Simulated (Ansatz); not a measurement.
# Magnon dispersion of antiferromagnetic MnCuAs (P4/nmm) from rigid-moment exchange couplings with PBEsol

Adiabatic magnon energies are calculated for collinear antiferromagnetic MnCuAs along a path through the zone of its magnetic cell, each measured from the magnetic state taken as the ground state. The problem is to find how these energies disperse in the layers and along c, and which exchange couplings set their size. Antiferromagnetic metals of this kind are of interest for memory elements switched by current, where the magnon spectrum bears on the speed of the dynamics and on how well the order withstands heat. The couplings come from PBEsol with the exchange fields frozen as the moments turn. Damping is left out, and in a metal it can broaden the upper part of such a spectrum strongly.

## Calculations

One crystal, MnCuAs (P4/nmm), in the lowest of the collinear states that were tried (6 atom(s), 2 counted as magnetic, largest moment 3.34 muB), from cells of the Materials Project database (relaxed there by DFT). Ansatz 0.2.0, plane waves with its default PAW datasets, cutoff 420 eV, collinear spins without spin-orbit coupling, Fermi-Dirac smearing of 0.1 eV. The k mesh is 10×10×6 and the sums for the couplings run over 12×12×8. Functional: PBEsol, Dudarev U (eV) none. The couplings come from the magnetic force theorem at rigid moments: each moment turns with its exchange field frozen. The strongest shells of the first set are Mn–Mn pairs of opposed moments at 3.36 Å, 4 neighbours, J = -17 meV; Mn–Mn pairs of parallel moments at 5.23 Å, 4 neighbours, J = 8.63 meV; Mn–Mn pairs of opposed moments at 5.04 Å, 4 neighbours, J = -3.79 meV. Adiabatic magnon energies follow from all couplings by linear spin-wave theory along a path through the zone of the magnetic cell. The rows are a selection of 22 of the 67 points on this stretch of the path, with its corners; over all 67 points the lowest branch of the first set reaches 190 meV and the highest 190 meV. By the count of bands on its mesh the state is metallic.

Notes on method and selection:

- J is defined by E = -sum over ordered pairs (each pair twice) of J e_i.e_j with unit vectors e, a classical Heisenberg model without biquadratic or multi-spin terms, so J > 0 favours parallel moments and the moment's size is inside J.
- Without spin-orbit coupling there is no anisotropy, so the lowest branch goes to zero at the ordering wavevectors; damping and quantum corrections are left out.
- Couplings at rigid moments can miss in size and sometimes in sign.
- The state is the lowest of a few collinear starts and need not be the true ground state; spin-orbit coupling is left out.
- Ansatz's own search for a lower self-consistent state was switched off in these runs, so a run may rest in a state that is not the lowest for its pattern of moments.
- Runs whose couplings were flagged as in doubt, moved by over 30 per cent with the upper empty bands, lost their pattern of moments or rest on unlike orbital states are not listed.
- For crystals with 4f or 5f elements only couplings at constrained moments are used, since rigid ones can be several times too large.
- Runs that did not converge, have known faults or may not be shown are not listed, and runs on Ansatz's PAW sets soft_1 and soft_2 are kept to separate tables.

Columns:

- path length (1/Å): length along the path from its start.
- q: wavevector in fractions of the magnetic cell's reciprocal vectors.
- lowest, rigid (meV): energy of the lowest magnon branch, rigid couplings.
- highest, rigid (meV): energy of the highest of the 2 branches, rigid couplings.

Input lines of one member:

```
magnetization:
  spin_polarized: true
kpoints:
  mp_grid: { grid: [10, 10, 6] }
  band_path:
    path:
      - [0.0, 0.0, 0.0]
      - [0.0, 0.5, 0.0]
      - [0.5, 0.5, 0.0]
      - [0.0, 0.0, 0.0]
      - [0.0, 0.0, 0.5]
      - [0.0, 0.5, 0.5]
      - [0.5, 0.5, 0.5]
    npoints: 11
hamiltonian:
  xc: pbesol
scf:
  occupations: { method: fermi_dirac, width: 0.1 }
  lower_state_search: "off"
output:
  write_bands: true
  eigenstates:
    nscf_kmesh: { grid: [12, 12, 8] }
    top_band: c98
    exchange_couplings: { magnetic: [{ species: Mn }], moments: rigid }
```

Command (options for logging and memory left out): `ansatz run input.yaml`

## Results

```
member     path length (1/Å)  q                  lowest, rigid (meV)  highest, rigid (meV)  remark
0.000 1/Å  0.000              (0, 0, 0)          0.0                  0.0                   corner of the path
0.309 1/Å  0.309              (0, 0.182, 0)      84.5                 84.5
0.618 1/Å  0.618              (0, 0.364, 0)      166.1                166.1
0.849 1/Å  0.849              (0, 0.5, 0)        189.7                189.7                 corner of the path
0.926 1/Å  0.926              (0.045, 0.5, 0)    188.8                188.8
1.235 1/Å  1.235              (0.227, 0.5, 0)    163.8                163.8
1.544 1/Å  1.544              (0.409, 0.5, 0)    119.3                119.3
1.698 1/Å  1.698              (0.5, 0.5, 0)      112.7                112.7                 corner of the path
1.917 1/Å  1.917              (0.409, 0.409, 0)  125.7                125.7
2.353 1/Å  2.353              (0.227, 0.227, 0)  150.9                150.9
2.790 1/Å  2.790              (0.045, 0.045, 0)  30.2                 30.2
2.899 1/Å  2.899              (0, 0, 0)          0.0                  0.0                   corner of the path
3.033 1/Å  3.033              (0, 0, 0.136)      31.3                 31.3
3.211 1/Å  3.211              (0, 0, 0.318)      ?                    ?
3.390 1/Å  3.390              (0, 0, 0.5)        62.5                 62.5                  corner of the path
3.698 1/Å  3.698              (0, 0.182, 0.5)    89.4                 89.4
4.007 1/Å  4.007              (0, 0.364, 0.5)    151.0                151.0
4.239 1/Å  4.239              (0, 0.5, 0.5)      167.8                167.8                 corner of the path
4.316 1/Å  4.316              (0.045, 0.5, 0.5)  168.1                168.1
4.625 1/Å  4.625              (0.227, 0.5, 0.5)  157.7                157.7
4.934 1/Å  4.934              (0.409, 0.5, 0.5)  117.6                117.6
5.088 1/Å  5.088              (0.5, 0.5, 0.5)    110.9                110.9                 corner of the path
```

Cells marked ? are withheld until the estimate has been made.

## What drives the series

The two branches coincide in every row with a value, as expected when inversion exchanges the two opposed Mn sublattices. The energy rises from zero to 189.7 meV at (0, 0.5, 0), but only to 62.5 meV at (0, 0, 0.5). Along the diagonal it passes through 150.9 meV at (0.227, 0.227, 0) and is back down to 112.7 meV at the corner (0.5, 0.5, 0).

Linear spin-wave theory gives ω = (4/m) √{[S + D(q)]² − |F(q)|²}, with m the moment in μB; the factor 4 comes from g = 2 and from counting each pair twice in E. S is the summed strength of the couplings between opposed moments, F(q) is their Fourier sum, and D(q) is the cost of dephasing moments on the same sublattice. The three listed shells give S = 4 × (17 + 3.79) = 83.2 meV.

At both in-plane zone-boundary points F vanishes by symmetry. At (0, 0.5, 0) the parallel pairs at 5.23 Å are turned fully out of phase, so D = 8 × 8.63 = 69.0 meV and ω = 4 / 3.34 × (83.2 + 69.0) = 182 meV. At (0.5, 0.5, 0) the same pairs are back in phase, D = 0, and ω = 4 / 3.34 × 83.2 = 99.6 meV. The parallel coupling alone thus gives a difference of about 83 meV between the two points, against 189.7 − 112.7 = 77.0 meV in the table.

Along c the decisive coupling is the weaker one at 5.04 Å, which joins one Mn double layer to the next. With the 3.36 Å coupling alone, the double layers could turn against each other at no cost. The two together give 32 / 3.34 × √(17 × 3.79) = 76.9 meV at (0, 0, 0.5), above the tabulated 62.5 meV, so longer couplings matter here. They also show in the drop of 189.7 − 167.8 = 21.9 meV from (0, 0.5, 0) to (0, 0.5, 0.5), which within this model must come from pairs on the same sublattice in different layers.

## Prediction

Plain estimates from the members shown:

- 3.211 1/Å, straight-line interpolation between 3.033 1/Å and 3.390 1/Å: w = (3.211 − 3.033) / (3.390 − 3.033) = 0.499, so 31.3 + 0.499 × (62.5 − 31.3) = 46.9 meV

The straight line gives 46.9 meV, which should be too low: the branch has to arrive flat at (0, 0, 0.5) by symmetry, so it bends over between the two neighbouring points.

A form that respects this is ω² = A(1 − cos 2πh) + B(1 − cos 4πh), with h the third component of q. The zone-boundary value gives A = 62.5² / 2 = 1953 meV². The point at h = 0.136 gives B = (31.3² − 1953 × (1 − cos(2π × 0.136))) / (1 − cos(4π × 0.136)), or about 270 meV². At h = 0.318 this yields ω = √(1953 × (1 − cos(2π × 0.318)) + 270 × (1 − cos(4π × 0.318))), or about 57 meV.

The same construction, with the starting value of ω² added where it is not zero, was tried on three shown points lying between the points used for the fit:

- (0, 0.364, 0): about 0.3 meV too low
- (0, 0.364, 0.5): about 2.9 meV too low
- (0.409, 0.409, 0): about 4.2 meV too high

The root-mean-square miss is 3 meV, taken as the error. Between the start of a stretch and the inner fitted point the form can be much worse: on the diagonal it gives about 40 meV at (0.045, 0.045, 0), where the table has 30.2 meV. The withheld point lies between the inner fitted point and the zone boundary, as the three test points do.

**Committed estimate, 3.211 1/Å: lowest, rigid = 57 ± 3 meV.**

## Check

```
member     path length (1/Å)  q              lowest, rigid (meV)  highest, rigid (meV)
3.211 1/Å  3.211              (0, 0, 0.318)  57.4                 57.4
```

```
member     estimate       lowest, rigid (meV)  computed  estimate − computed  miss in error bars
3.211 1/Å  committed      57.0                 57.4      −0.4                 0.1
3.211 1/Å  interpolation  46.9                 57.4      −10.5
```

lowest, rigid (meV) against path length (1/Å):

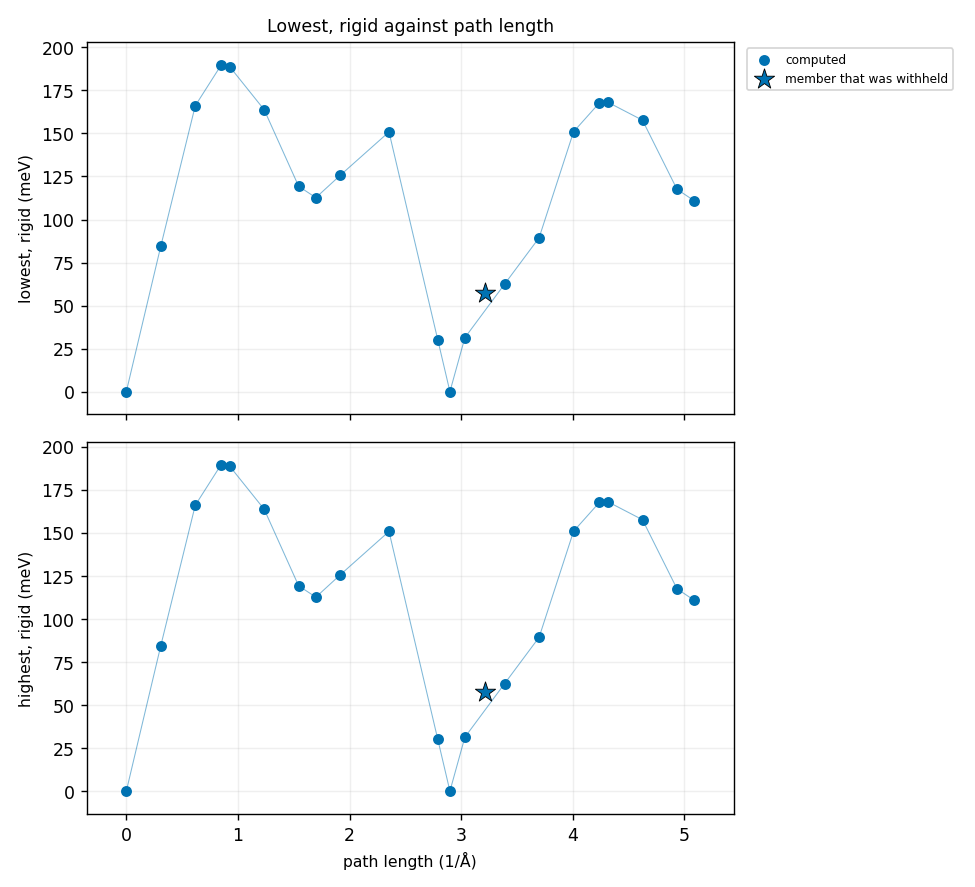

The computed energy at (0, 0, 0.318) is 57.4 meV. The estimate of 57 ± 3 meV is 0.4 meV too low and well inside its error bar, while the straight line is 10.5 meV too low. So close a hit is better than the 3 meV scatter of the route gives reason to expect.

The argument that the branch must flatten towards (0, 0, 0.5) held, and so did the second harmonic in ω². With the three listed shells alone, ω along c is a pure sine. Scaled to the zone-boundary value, that sine, 62.5 × sin(π × 0.318), gives about 53 meV, which is between 4 and 5 meV below the computed energy. The branch therefore rises earlier and flattens more than these shells allow, and couplings of longer range must take part. The result does not identify which pairs carry them.

## Where the trend breaks

The trend used here is the three-shell formula ω = (4/3.34) √{[83.2 + D]² − |F|²}, for q = (h, k, l), with D = 4 × 8.63 × (1 − cos 2πh cos 2πk) and |F| = 4 cos πh cos πk |17 + 3.79 exp(2πil)|, all in meV. Over the 20 rows away from q = 0 its typical miss is 13 meV, against a scatter of 48 meV about their mean.

Two rows lie farthest from it. At (0.227, 0.227, 0) the table has 150.9 meV and the formula lies about 23 meV lower. Couplings outside the three listed shells that stiffen the in-plane modes are the likely reason, since the tabulated energy at the corner (0.5, 0.5, 0) also lies above the formula, by 13 meV. A parallel-favouring coupling between Mn atoms one cell edge apart would act this way, but if sized to mend the corner it would explain only part of the larger miss.

At (0, 0.182, 0.5) the table has 89.4 meV and the formula lies about 22 meV higher. Here the likely reason is same-sublattice coupling between layers that favours opposed moments and so lowers D. Going from l = 0 to l = 0.5 costs 21.9 meV at (0, 0.5, l) but only 112.7 − 110.9 = 1.8 meV at (0.5, 0.5, l). Pairs stacked exactly along c would lower both equally, so pairs also displaced in the plane must contribute.

## Rules of thumb and their limits

Three shells reproduce the main shape of the dispersion on this path, but not energies to better than about 13 meV. Between the inner fitted point and the zone boundary of one straight stretch, the two-harmonic form gives energies to about 3 meV.

The slope near q = 0 gives the magnon velocity, estimated here from the straight line between q = 0 and the nearest listed point on the diagonal and along c. In the plane it is 30.2 / (2.899 − 2.790) = 277 meV Å; with ħ = 0.658 meV ps this is 277 / 0.658 = 421 Å/ps, or about 42 km/s. Along c, 31.3 / (3.033 − 2.899) = 234 meV Å gives about 36 km/s. The long waves are thus much less anisotropic than the zone-boundary energies of 189.7 and 62.5 meV suggest.

The main uncertainty is probably the rigid-moment approximation itself, which can miss the couplings in size and sometimes in sign and so could rescale the whole spectrum. Damping by electron–hole pairs could also broaden the upper modes. Spin-orbit coupling can open a gap at q = 0 and matters mainly for the lowest energies.

[Logs are printed without paths, hosts, clocks, repeated set-up lines and the standing remarks that a program may print on its own settings, such as how far it seeks lower states.]
